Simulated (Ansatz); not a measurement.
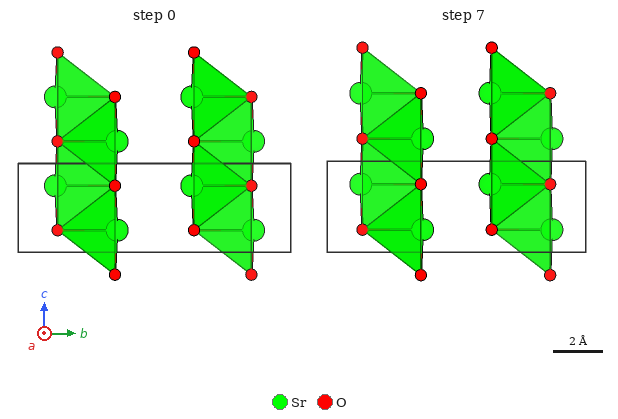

The structure of solid SrO (built on the TlCl-63 type type) before (left) and after (right) a relaxation, at one scale.

The picture is a polyhedral view of the conventional cell (2 times the calculation's cell), repeated 1 × 1 × 2 with one cell outlined, seen along the a axis. Lengths and directions refer to the drawn axes.

Computed with DFT, r2SCAN+rVV10, plane waves, PAW in Ansatz.

Input file:
```yaml
crystal:
  lattice:
    - [1.7232783571, -5.5969277382, 0.0]
    - [1.7232783571, 5.5969277382, 0.0]
    - [0.0, 0.0, 3.6465880804]
  atoms:
    - { symbol: Sr, position: [0.3631874934, 0.6368125066, 0.75] }
    - { symbol: Sr, position: [0.6368125066, 0.3631874934, 0.25] }
    - { symbol: O, position: [0.8550587178, 0.1449412822, 0.25] }
    - { symbol: O, position: [0.1449412822, 0.8550587178, 0.75] }
kpoints:
  mp_grid: { grid: [8, 8, 6] }
hamiltonian:
  xc: r2scan
  dispersion: rvv10
scf:
  occupations: { method: fermi_dirac, width: 0.03 }
relax:
  f_tol: 0.01
  cell: {}
  max_steps: 120
output:
  write_density: true
  write_potential: true
  elf: true
  volumetric_format: npy
```

Run as
```bash
ansatz run input.yaml --threads 2 --pin off --max-ram 2211MiB --backend cpu --events-out ev --progress --plain --runs-dir out
```

Describe what moved and what it gained.

Answer. The energy falls by 5.9 meV per atom in 5 accepted moves (7 points after the start). Largest force component: 0.18 eV/Å at the start, 0.00049 eV/Å at the end. Pressure: 0.92 GPa at the start and 0.01 GPa at the end. The line search rejected the trial step at point 1 of the run. At 1 point the geometry stayed and the basis and grid were re-selected for the new cell (energy shift of 0.2 meV per atom at most each time). The largest moves relative to the cell, 0.084 Å, are those of O3 and O4. O4 goes along +b. By element the largest moves are O 0.084 Å, Sr 0.069 Å. The drawn cell changes as follows: a 3.447 → 3.407 Å (−1.1 %), b 11.194 → 10.605 Å (−5.3 %), c 3.647 → 3.733 Å (+2.4 %); the volume changes by −4.1 %. Among the contacts that change: Sr1–Sr2 3.565 → 3.335 Å, Sr1–Sr1 3.447 → 3.407 Å, Sr1–O4 2.443 → 2.467 Å, Sr1–O3 2.510 → 2.528 Å. Among the angles between lasting bonds that change: O4–Sr2–O4 93.2° → 95.2°, Sr2–O4–Sr2 93.2° → 95.2°. The space group stays Cmcm (No. 63). The run took 87 s on 2 threads of Arm Neoverse V2, with other jobs on the host, peak memory 0.78 GiB.
